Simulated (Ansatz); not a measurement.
Geometry optimisation.

```
crystal:
  lattice:
    - [0.0, 3.2064870538, 3.2064870538]
    - [3.2064870538, 0.0, 3.2064870538]
    - [3.2064870538, 3.2064870538, 0.0]
  atoms:
    - { symbol: Sn, position: [0.0, 0.0, 0.0] }
    - { symbol: Te, position: [0.5, 0.5, 0.5] }
basis:
  ecutrho_ratio: 6
kpoints:
  mp_grid: { grid: [10, 10, 10] }
hamiltonian:
  xc: pbesol
scf:
  occupations: { method: gaussian, width: 0.01 }
output:
  forces: true
  eigenvalues: true
  stress: true
relax:
  adjacent_minimum: "off"
  f_tol: 0.005
  max_steps: 50
  cell: { stress_tol: 0.05 }
accuracy: high
```

Command:
```bash
ansatz run input.yaml --threads 1 --pin off --max-ram 2560MiB --backend cpu --events-out ev --progress --plain --runs-dir out
```

How does the optimisation go?

Answer. The optimisation met its thresholds at geometry 4, counting the start as the first. The energy fell by about 16 meV/atom from the first step to the last. All forces vanish by symmetry, so only the cell moves. The volume shrinks from 33.0 to 31.1 Å³ per atom (−6 %), overshooting to 30.7 at step 2.

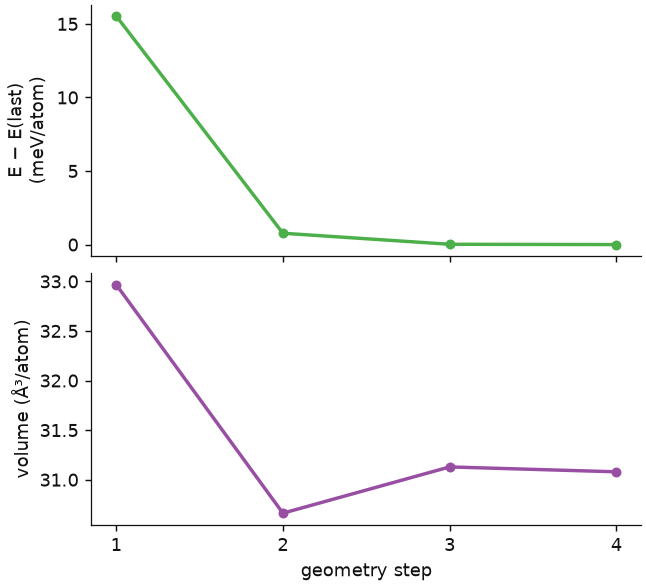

History of the run, step by step. Atoms and cell relax. A closing SCF on a freshly chosen basis isn't drawn.
